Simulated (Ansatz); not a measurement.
**Sb (honeycomb multilayer): converging the G0W0 gap**

How do accuracy and time trade against each other in G0W0 on Sb (honeycomb multilayer)?

Calculated with Ansatz 0.2.0; G0W0 on PBE, plane waves, PAW; PAW set soft_1.

**1. Set-up**

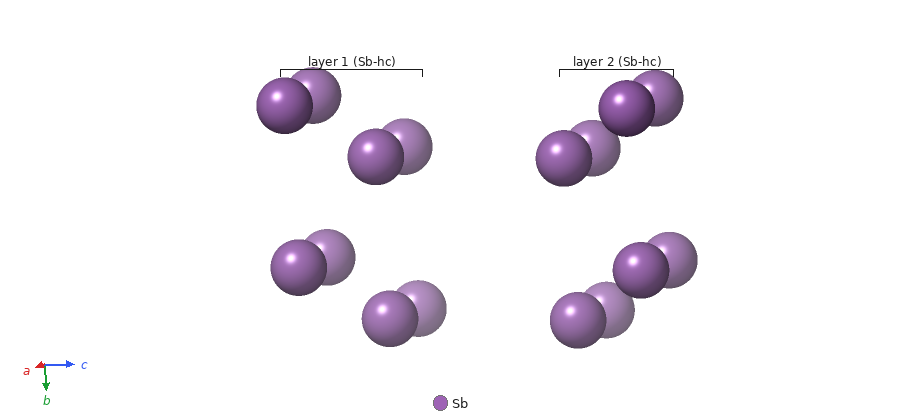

Start, viewed from the side, with the c axis across the page; antimony purple. 2×2×1 cells are drawn.

The cell holds 4 atoms: 4 Sb. Its edges and angles: a = 4.078 Å, b = 4.078 Å, c = 37.800 Å, α = 90.0°, β = 90.0°, γ = 120.0°. Regions: layer 1 (Sb-hc), 2 atoms (2 Sb); layer 2 (Sb-hc), 2 atoms (2 Sb). Vacuum lies along c.

The structure was relaxed with PBE-D3(BJ). The runs that relaxed it are not among those shown. Spin-orbit coupling is left out unless a step names it. The Coulomb interaction is cut off across the vacuum.

**2. 267 empty bands, screening to 36 eV**

G0W0 replaces the xc potential by the self-energy, built once from these orbitals. Only a window of levels is corrected, while the sums run over the empty bands that the input names. This step takes PAW set soft_1 files.

Contents of input.yaml:

```yaml
crystal:
  lattice:
    - [4.078463948, 0.0, 0.0]
    - [-2.039231974, 3.5320533874, 0.0]
    - [0.0, 0.0, 37.8]
  atoms:
    - { symbol: Sb, position: [0.3333333333, 0.6666666667, 0.4468740392] }
    - { symbol: Sb, position: [0.6666666667, 0.3333333333, 0.4033444523] }
    - { symbol: Sb, position: [0.6666666667, 0.3333333333, 0.5966555477] }
    - { symbol: Sb, position: [0.3333333333, 0.6666666667, 0.5531259608] }
  periodic: [true, true, false]
kpoints:
  mp_grid: { grid: [3, 3, 1] }
hamiltonian:
  xc: pbe
  pseudopotentials: { kind: paw, azcp: { folder: soft_1 } }
scf:
  occupations: { method: fixed }
gw:
  n_empty_bands: 267
  ecut_chi: 36
  qp_bands: [v2, c2]
  qp_kpoints: band_edges
  screening: { model: contour_deformation }
```

Started as:

```bash
> ansatz run input.yaml --threads 4 --pin off --max-ram 17510MiB --backend cpu --events-out ev --progress --plain --runs-dir out
```

Numbers of over 12 decimals in the logs are rounded to 6 here.

Output:

```text
Engine: ansatz 0.2.0, aarch64-unknown-linux-gnu
Pseudopotentials: kind: paw
Pseudopotential: Sb, paw, valence charge 15, recommended cutoff 420 eV (normal), soft_1/Sb.paw.azcp
Functional definition: PBE
  parameter kappa = 0.804
  parameter beta = 0.066725
  exchange = pbe_x(kappa = kappa, mu = beta*pi^2/3)
  correlation = pbe_c(beta = beta)
Crystal: 4 atoms, lattice volume = 544.522 Å³
Basis set: ecut = 420 eV, 10591 PW (Γ)
Bands: 36, of which v1, the nominal top of the filled ones, is band 30 counted from 1 (29 counted from 0)
Symmetry: 12 space group operations
Space group: P-6m2 (ITA 187), of the structure as read, at distance tolerance 8.2e-5 Å
k-points: 3 of 9 (time reversal used)
Non-local potential: Sb, projectors of the file, l = 0: 2, l = 1: 2, l = 2: 2, l = 3: 1
PAW form: soft (Blöchl's): semilocal exchange-correlation on the pseudo side does not see the compensation charge
PAW one-centre angular grid: Sb, 590 points (default); XC on 64 Gauss nodes
Initial density: superposition of atomic densities (neutral atoms: chi_scale 0, normalization atom)
Initial wavefunctions: pseudopotential atomic-orbital guess
Functional: x = pbe(κ = 0.804, μ = 0.219515), c = pbe(β = 0.066725)
iter 1 solved again at ethr=1.02e-3 eV; its pass at ethr=3.10e-3 eV (dr2=6.13e-1 eV) is discarded
SCF iter   1: F=—  HF=-25937.246363 eV  |F-HF|=—  |Δ(HF+E_count)|=         —  Δρ=1.00e-2  dr2=6.21e-1  ethr=1.02e-3  ⟨swp⟩=1.7  Hψ=559  notcnv=0  defer=12
preconditioner: auto → Resta (q_TF=auto, 1.889 Å⁻¹)  ε∞=2.0  [insulator: Δε(μ)=1.014 eV  Ē_g=7.273 eV  n_scr=64 (ndim 8)  ℏωp=7.1 eV  f_vac=0.692  ε∞_Penn≈2.0  vacuum switching on, ρ_ref=3.8e-3 e/Å³]
SCF iter   2: F=—  HF=-25937.175646 eV  |F-HF|=—  |Δ(HF+E_count)|=   7.07e-2  Δρ=5.49e-3  dr2=1.76e-1  ethr=1.02e-3  ⟨swp⟩=2.0  Hψ=128  notcnv=0  defer=12
SCF iter   3: F=—  HF=-25937.171720 eV  |F-HF|=—  |Δ(HF+E_count)|=   3.93e-3  Δρ=1.21e-3  dr2=7.20e-2  ethr=2.94e-4  ⟨swp⟩=3.7  Hψ=174  notcnv=0  defer=12
SCF iter   4: F=—  HF=-25937.165168 eV  |F-HF|=—  |Δ(HF+E_count)|=   6.55e-3  Δρ=6.72e-4  dr2=7.16e-3  ethr=1.20e-4  ⟨swp⟩=3.0  Hψ=144  notcnv=0  defer=12
SCF iter   5: F=—  HF=-25937.165632 eV  |F-HF|=—  |Δ(HF+E_count)|=   4.64e-4  Δρ=1.39e-4  dr2=1.36e-4  ethr=1.19e-5  ⟨swp⟩=3.3  Hψ=164  notcnv=0  defer=12
SCF iter   6: F=—  HF=-25937.165766 eV  |F-HF|=—  |Δ(HF+E_count)|=   1.34e-4  Δρ=3.02e-5  dr2=1.54e-5  ethr=2.27e-7  ⟨swp⟩=3.3  Hψ=194  notcnv=0  defer=12
SCF iter   7: F=—  HF=-25937.165782 eV  |F-HF|=—  |Δ(HF+E_count)|=   1.58e-5  Δρ=8.33e-6  dr2=7.70e-7  ethr=2.57e-8  ⟨swp⟩=3.0  Hψ=151  notcnv=0  defer=12
SCF iter   8: F=-25937.165783 eV  HF=-25937.165783 eV  |F-HF|=1.70e-8  |Δ(HF+E_count)|=   1.39e-6  Δρ=1.89e-6  dr2=6.06e-8  ethr=1.67e-10  ⟨swp⟩=16.0  Hψ=629  notcnv=0
SCF 1 converged in 8 iterations: F = -25937.165783 eV  dr2 = 6.06e-8
  greatest PAW one-centre occupation: 0.995 electrons in one spin orbital (limit 2), on the Sb atom at site 2 (counted from 0), in its partial waves of l = 2
NSCF: frozen V_eff on 3 k-points
G₀W₀ screening: q 1/3
[... further progress lines ...]
NSCF: frozen V_eff on 1 k-points
SCF converged after 8 iterations
Free energy (F): -25937.165783 eV
Harris-Foulkes:  -25937.165783 eV  (|F-HF|=1.70e-8)
Internal energy: -25937.165783 eV  (E = F + TS)
E sigma→0 (E₀):  -25937.165783 eV
Fermi energy:    -4.521330 eV
--- Per-component energies (eV) ---
  E_band       = -1501.801537
  E_kinetic    = 651.596538
  E_local      = -143758.361633  (includes V_loc(G=0)·N_el)
  E_nonlocal   = 1559.684206
  E_hartree    = 70917.874622
  E_xc         = -393.881720
  E_vxc        = -360.730422  (∫ρ·V_xc dr)
  E_paw        = -18175.306407  (= ΣΔE_a)
  E_vpaw       = -1429.700831  (= ΣTr[D̂ρ^β])
  E_aug_tail   = 0.000551  (compensation charges beyond the density's cutoff)
  E_ewald      = 63261.228059
  E_smearing   = -0.000000  (= −TS)
  E_closure    = 0.000000  (closes the sum)
  Σ components = -25937.165783   (vs F -25937.165783, Δ=0.00e0)
--- Band table (eV) ---
  k-point 0: bands = [... 26 lower, -4.5765, -4.5765, -4.5213, -4.5213, -3.0414, -2.5928, -1.8315, -1.8315, ... 2 higher]
  k-point 1: bands = [... 26 lower, -5.8941, -5.8638, -5.8397, -5.2126, -3.6297, -3.0258, -1.8299, -1.2101, ... 2 higher]
  k-point 2: bands = [... 26 lower, -6.9156, -6.5675, -6.4241, -6.1280, -3.4492, -2.9796, -1.5154, -1.5068, ... 2 higher]
--- G₀W₀: contour deformation, 6 samples at zero and on the imaginary axis and 1 off it, 9 q-points, 267 empty bands' worth ---
  eigenvalues of the whole cell's RPA ε∞ on this k-mesh (on a slab, of 1 + 4πα/V) = 1.2428, 10.6662, 10.6662; static W/v taken at q = 0 is 0.239270
  bands read: the sum over 297 bands ends inside a degenerate multiplet in 1 slot, whose members it reads at an even weight; the widest, k=0: bands 297 to 298 (counted from 1) at 1/2 each
  gw.qp_kpoints: band_edges: 3 of 3 stored k-points solved, in 1 pass; an edge of the gap read off the rows below is read off those points alone
    ik  band        ε_KS         Σx   Σc(E_QP)       V_xc       Z   E_QP_lin       E_QP  E_QP is
     0    29     -4.5213   -15.3687     1.6495   -13.8483  0.7207    -4.3928    -4.3923  root
     0    30     -4.5213   -15.3687     1.6495   -13.8483  0.7207    -4.3928    -4.3923  root
     0    31     -3.0414    -8.7018    -3.5503   -12.6941  0.7324    -2.5920    -2.5995  root
     0    32     -2.5928    -8.7468    -3.8713   -13.1931  0.7223    -2.0018    -2.0178  root
     1    29     -5.8397   -15.0019     1.9993   -13.0278  0.7006    -5.8144    -5.8144  root
     1    30     -5.2126   -13.8335     1.3486   -12.6176  0.7129    -5.0807    -5.0799  root
     1    31     -3.6297    -7.2420    -3.0930   -10.5012  0.7336    -3.4626    -3.4634  root
     1    32     -3.0258    -7.5221    -3.3526   -11.1611  0.7177    -2.7347    -2.7395  root
     2    29     -6.4241   -14.2750     2.0533   -12.2187  0.6759    -6.4272    -6.4272  root
     2    30     -6.1280   -14.2312     1.7719   -12.5324  0.7033    -6.0550    -6.0549  root
     2    31     -3.4492    -6.5862    -3.1026    -9.8187  0.7286    -3.3188    -3.3193  root
     2    32     -2.9796    -6.9865    -3.2769   -10.4769  0.7102    -2.7613    -2.7661  root
```

It took 43 s on 4 threads of Arm Neoverse V1, shared host; peak memory 2.5 GiB.

Numbers from this step:

* bands summed: 297
* plane waves in the screening matrix: 223
* q-points in the mesh: 9
* G0W0 gap on the mesh: 0.9289 eV
* k of the valence top: 0, 0, 0
* k of the conduction bottom: 0, 0.3333, 0
* starting gap on the mesh: 0.8916 eV
* Z at the valence top: 0.7207
* Z at the conduction bottom: 0.7336
* least direct G0W0 gap on the computed points: 1.616 eV

The gap on the mesh goes from 0.89 eV to 0.93 eV, a correction of +0.04 eV. Between the two edge states, bare exchange in place of the xc potential would open the gap by 4.78 eV, and correlation takes back 4.74 eV.

**3. 647 empty bands, screening to 65 eV**

Bands and screening cutoff are moved together, since each hides the error of the other.

Edit input.yaml of step 2 so:

```diff
@@ -18,5 +18,6 @@
   occupations: { method: fixed }
+  convergence: { dr2_threshold: 1.0e-10 }
 gw:
-  n_empty_bands: 267
-  ecut_chi: 36
+  n_empty_bands: 647
+  ecut_chi: 65.0
   qp_bands: [v2, c2]
```

Output:

```text
[...]
Crystal: 4 atoms, lattice volume = 544.522 Å³
Basis set: ecut = 420 eV, 10591 PW (Γ)
Bands: 36, of which v1, the nominal top of the filled ones, is band 30 counted from 1 (29 counted from 0)
[... 1 set-up line as in the run before ...]
[...]
k-points: 3 of 9 (time reversal used)
[...]
SCF iter  11: F=-25937.165783 eV  HF=-25937.165783 eV  |F-HF|=1.09e-10  |Δ(HF+E_count)|=  2.91e-11  Δρ=2.79e-8  dr2=3.99e-12  ethr=1.00e-12  ⟨swp⟩=13.3  Hψ=612  notcnv=0
SCF 1 converged in 11 iterations: F = -25937.165783 eV  dr2 = 3.99e-12
[...]
NSCF: frozen V_eff on 3 k-points
G₀W₀ screening: q 1/3
[... further progress lines ...]
[...]
SCF converged after 11 iterations
Free energy (F): -25937.165783 eV
[...]
Internal energy: -25937.165783 eV  (E = F + TS)
E sigma→0 (E₀):  -25937.165783 eV
Fermi energy:    -4.521325 eV
[...]
--- Band table (eV) ---
  k-point 0: bands = [... 26 lower, -4.5765, -4.5765, -4.5213, -4.5213, -3.0414, -2.5928, -1.8315, -1.8315, ... 2 higher]
  k-point 1: bands = [... 26 lower, -5.8941, -5.8638, -5.8397, -5.2126, -3.6296, -3.0258, -1.8298, -1.2101, ... 2 higher]
  k-point 2: bands = [... 26 lower, -6.9156, -6.5675, -6.4241, -6.1280, -3.4491, -2.9796, -1.5154, -1.5067, ... 2 higher]
[...]
0    29     -4.5213   -15.3687     1.2947   -13.8483  0.7169    -4.7486    -4.7471  root
     0    30     -4.5213   -15.3687     1.2947   -13.8483  0.7169    -4.7486    -4.7471  root
     0    31     -3.0414    -8.7019    -3.8064   -12.6941  0.7310    -2.8543    -2.8556  root
     0    32     -2.5928    -8.7468    -4.1359   -13.1931  0.7168    -2.2791    -2.2824  root
     1    29     -5.8397   -15.0019     1.6941   -13.0278  0.6975    -6.1212    -6.1196  root
     1    30     -5.2126   -13.8335     1.0530   -12.6176  0.7107    -5.3772    -5.3755  root
     1    31     -3.6296    -7.2420    -3.2728   -10.5013  0.7327    -3.6432    -3.6432  root
     1    32     -3.0258    -7.5221    -3.5501   -11.1611  0.7170    -2.9366    -2.9370  root
     2    29     -6.4241   -14.2750     1.7964   -12.2186  0.6736    -6.6932    -6.6841  root
     2    30     -6.1280   -14.2311     1.4881   -12.5324  0.7007    -6.3404    -6.3386  root
     2    31     -3.4491    -6.5863    -3.2559    -9.8188  0.7280    -3.4726    -3.4726  root
     2    32     -2.9796    -6.9865    -3.4449   -10.4770  0.7101    -2.9340    -2.9342  root
```

Elapsed: 3.9 min, on 4 threads; peak memory 6.6 GiB.

Numbers from this step:

```
bands summed                                 : 677
plane waves in the screening matrix          : 667
q-points in the mesh                         : 9
G0W0 gap on the mesh                         : 1.104 eV
k of the valence top                         : 0, 0, 0
k of the conduction bottom                   : 0, 0.3333, 0
starting gap on the mesh                     : 0.8917 eV
Z at the valence top                         : 0.7169
Z at the conduction bottom                   : 0.7327
least direct G0W0 gap on the computed points : 1.732 eV
```

Against the run with 3×3×1 mesh, 267 empty bands, screening to 36 eV, PAW set soft_1 files, the gap moves by +0.17 eV.

**4. Side by side**

Times are wall times on 4 threads of Arm Neoverse V1, shared host, good to a factor of about two.

| mesh | files | frequency | bands summed | cutoff (eV) | start (eV) | G0W0 (eV) | time | host memory (GiB) |
| --- | --- | --- | --- | --- | --- | --- | --- | --- |
| 3×3×1 | PAW set soft_1 | contour deformation | 297 | 36 | 0.892 | 0.929 | 43 s | 2.5 |
| 3×3×1 | PAW set soft_1 | contour deformation | 677 | 65 | 0.892 | 1.104 | 3.9 min | 6.6 |

How the two edges are built up, in eV (the quasiparticle level is the starting level plus Σx plus Σc less Vxc):

| run | edge | start | Σx | Σc | Vxc | Z | QP |
| --- | --- | --- | --- | --- | --- | --- | --- |
| 297 bands | valence top | -4.52 | -15.37 | 1.65 | -13.85 | 0.72 | -4.39 |
| 297 bands | conduction bottom | -3.63 | -7.24 | -3.09 | -10.50 | 0.73 | -3.46 |
| 677 bands | valence top | -4.52 | -15.37 | 1.29 | -13.85 | 0.72 | -4.75 |
| 677 bands | conduction bottom | -3.63 | -7.24 | -3.27 | -10.50 | 0.73 | -3.64 |

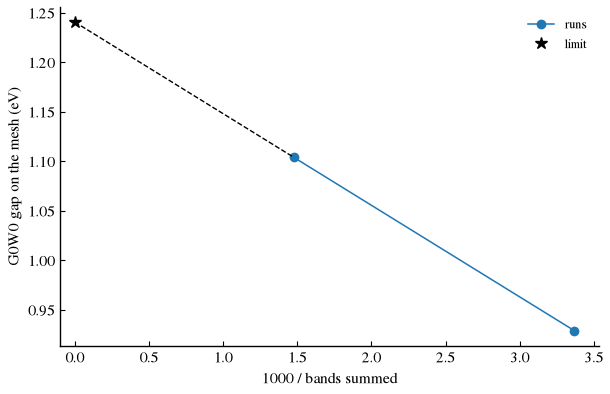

The gap against one over the number of bands; the dashed line carries the two highest rungs to the limit.

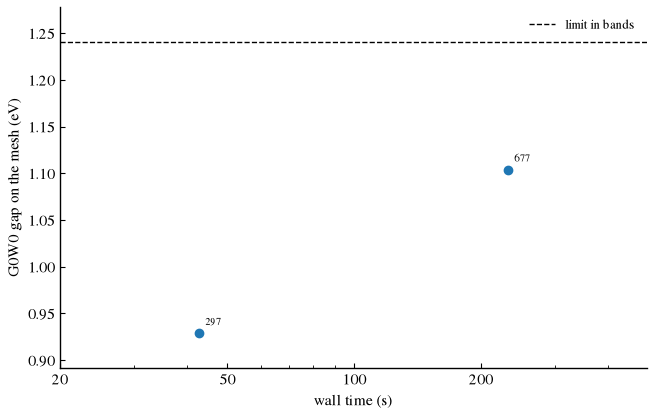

Result against wall time.

**5. Summary of results**

```
297 bands, 36 eV                    : 0.929 eV
677 bands, 65 eV                    : 1.104 eV
estimated limit in bands and cutoff : 1.24 eV
mesh and start                      : 3×3×1, PBE
```

**Reading.** A line in one over the bands through the two rungs gives 1.24 eV, +0.14 eV from the top rung; with two points alone it is an unchecked estimate. The rungs stand 0.31 eV (297 bands) and 0.14 eV (677 bands) from it. From 297 to 677 bands the gap moves by +0.17 eV while the time grows 5.4-fold. Σc changes by −0.35 eV at the valence top and −0.18 eV at the conduction bottom, so both edges matter. The mesh in the plane is coarse for a sheet; gap and any exciton binding can still move on denser ones. The many-body steps are scalar-relativistic: spin-orbit coupling is not in them.

[Paths, hosts, dates, memory and timing lines, banners, echoed tables and standing remarks are left out of the program output.]

[Logs are printed without paths, hosts, clocks, repeated set-up lines and the standing remarks that a program may print on its own settings, such as how far it seeks lower states.]

[Runs of the session that timed out or met a known fault of the program may be left out.]

[Cells called generated may have been cut or substituted from an entry of the Crystallography Open Database or the Materials Project.]

[Hosts, paths, dates, database ids (printed as entryN), source tags and the programs' standing remarks are cut or masked in the printed files.]
